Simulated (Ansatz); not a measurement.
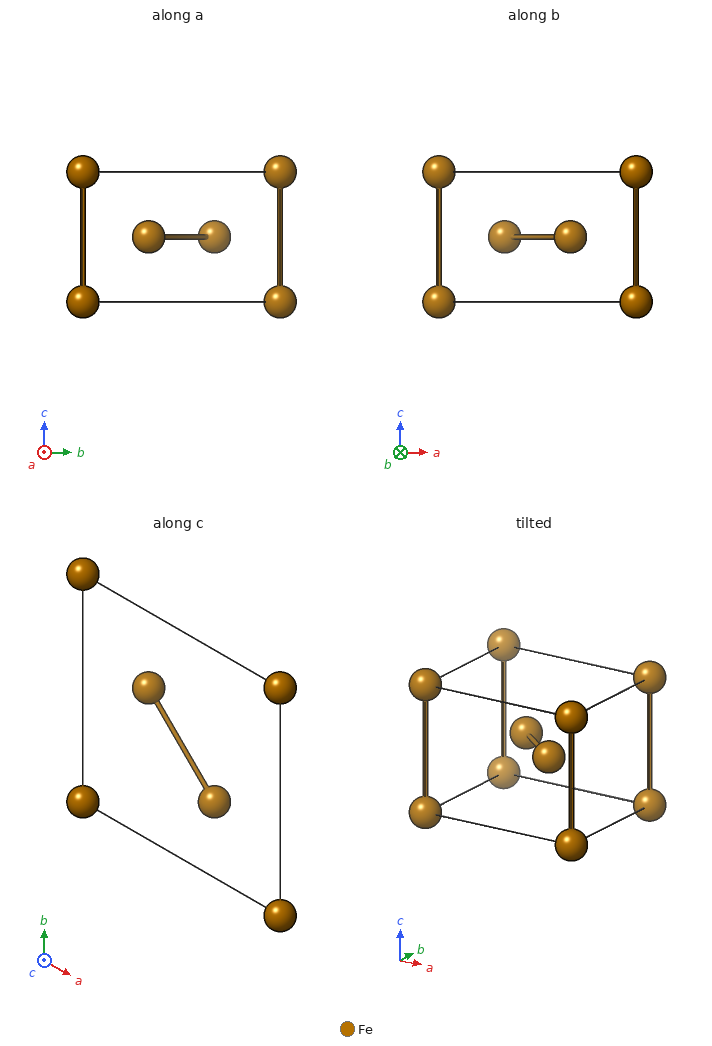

We look at a ball-and-stick model of the crystal along the a axis, along the b axis, along the c axis and slightly off an axis. The edges of the conventional unit cell are marked.

Lattice parameters: a = 4.278 Å, b = 4.278 Å, c = 2.441 Å, α = 90.00°, β = 90.00°, γ = 120.00°. Put a along x and b in the xy plane.

Express the structure as a POSCAR file.

```
Fe
1.0
     4.278    0.000    0.000
    -2.139    3.705    0.000
     0.000    0.000    2.441
Fe
3
Direct
  0.0000 0.0000 0.0000
  0.3333 0.6667 0.5000
  0.6667 0.3333 0.5000
```

The structure was taken from a structure type filled with this element by a generator (whether the element takes this form wasn't checked). Earlier steps of the study may have refined or changed the cell and positions. A calculation with Ansatz used it as input.

At this level of theory the cell isn't at rest (stretched, at -5 GPa), so its distances can differ from those at equilibrium, the more so the softer the solid.
